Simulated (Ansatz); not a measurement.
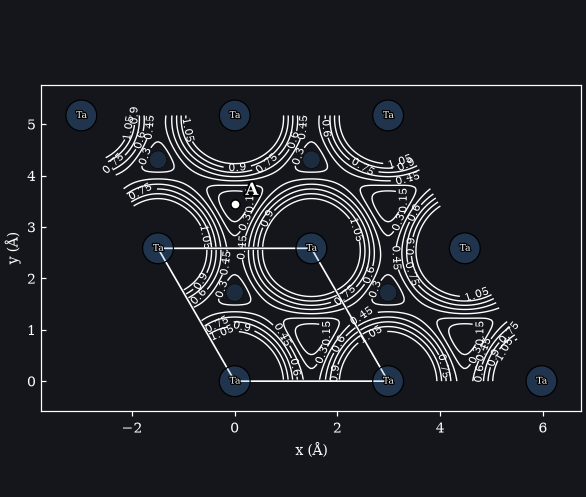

S on a Ta(111) slab cut from the Fm-3m phase, its upper half relaxed before the scan (12 atoms of substrate and one adsorbate in a 2 × 2 cell). S is moved over the surface cell; relaxed at each place: the height of the adsorbate's atoms; substrate rigid; the origin of the map has the adsorbate above Ta9. Places are given modulo a cell vector. The map is drawn in real space over the plane of the surface. The scan uses a 6 × 6 grid; 10 points were computed and 26 follow by symmetry. Places are given in fractions of the 1 × 1 surface cell. All energies are given in eV relative to the lowest grid point. The calculation used DFT PBE, scalar-relativistic, plane waves, PAW in Ansatz. Settings: cutoff 420 eV, k-mesh 6×6×1, gaussian smearing 0.1 eV, no spin polarisation.

Drawn: contour lines labelled in eV (none above 1.05), labelled circles for the atoms of the top layer and small ones for the second layer, the outline of one cell of the 2 × 2 shown, the point A. Between grid points the surface is interpolated.

What is the easiest way out of the well at A, and how high is the barrier?

The easiest path leads from the well at a threefold hollow over a third-layer Ta atom, (4/6, 2/6) of the cell vectors to the well at a threefold hollow over a second-layer Ta atom, (2/6, 4/6) of the cell vectors, about 0.19 eV higher. Its highest point lies about 0.38 eV above the bottom of the first well on the interpolated surface, at about (0.47, 0.95) of the cell vectors. Seen from the upper well the barrier is about 0.19 eV. This is the barrier on the constrained surface; relaxing the other coordinates would change it.

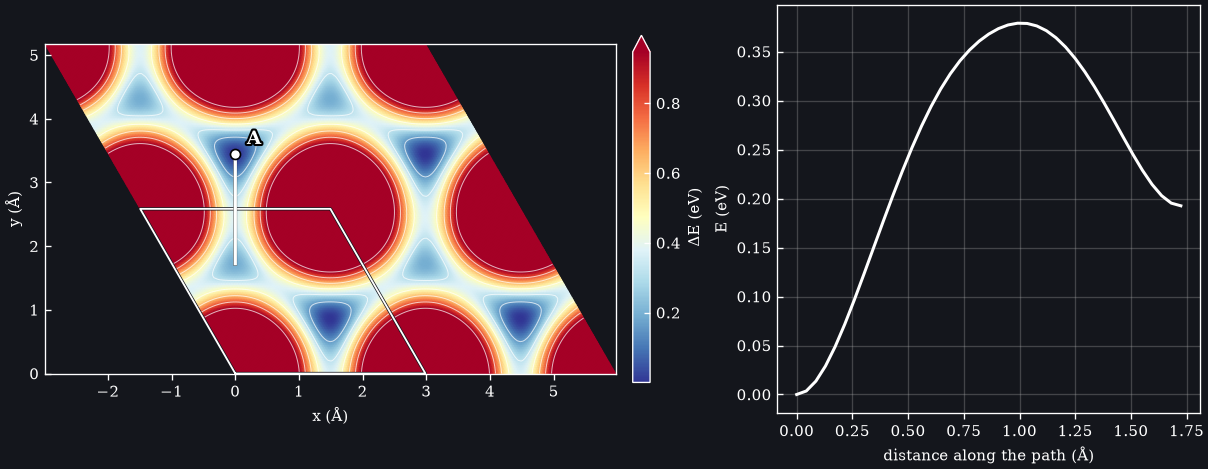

In the figure: a smooth colour map with a few white contour lines, a line along the lowest path, the outline of one cell of the 2 × 2 shown, one colour for all values above the top of the scale, the energy along the path at the right. Between grid points the surface is interpolated.

PAW datasets: the set soft_1.
